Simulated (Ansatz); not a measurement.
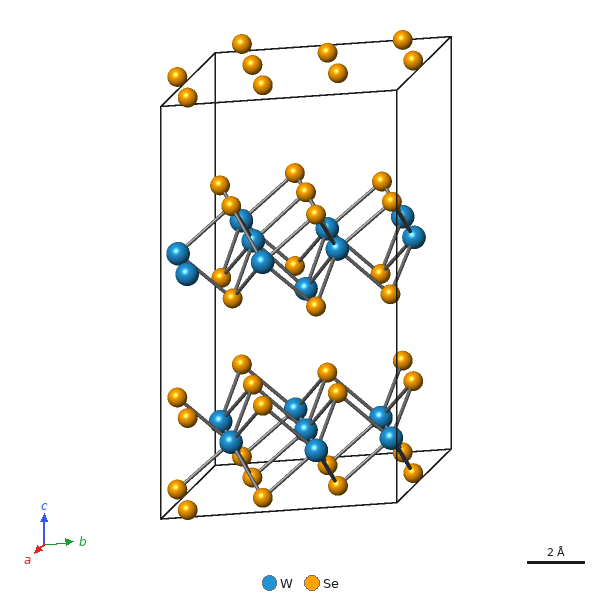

View slightly off an axis, drawn as a ball-and-stick model. The edges of the supercell are marked. The host is WSe2, in a cell of 42 sites, and the cell carries a charge of -1.

**Describe the defect.**

Tungsten on a selenium site (an antisite). It is bonded to three W in a trigonal pyramidal arrangement at about 2.6 Å. Not all metal-metal contacts are counted.

Results below were computed with DFT PBE, scalar-relativistic, plane waves, PAW (Ansatz); the settings were plane-wave cutoff 420 eV, Brillouin-zone sampling on a 2×2×2 mesh, Gaussian smearing of 0.01 eV, collinear spins.

**Is there a net spin in the supercell?**

Yes, 3.0 μB in the cell.

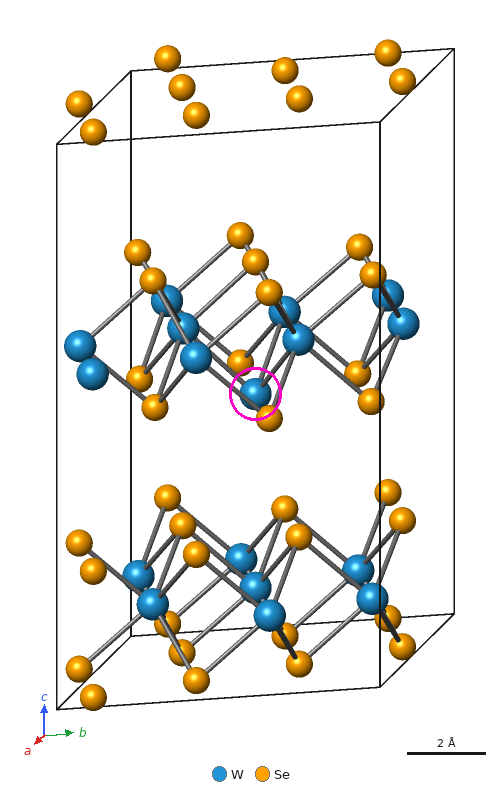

The same cell with a ring at the defect's site.

The atoms were relaxed in the host's cell with DFT PBE, scalar-relativistic, plane waves, PAW (Ansatz).
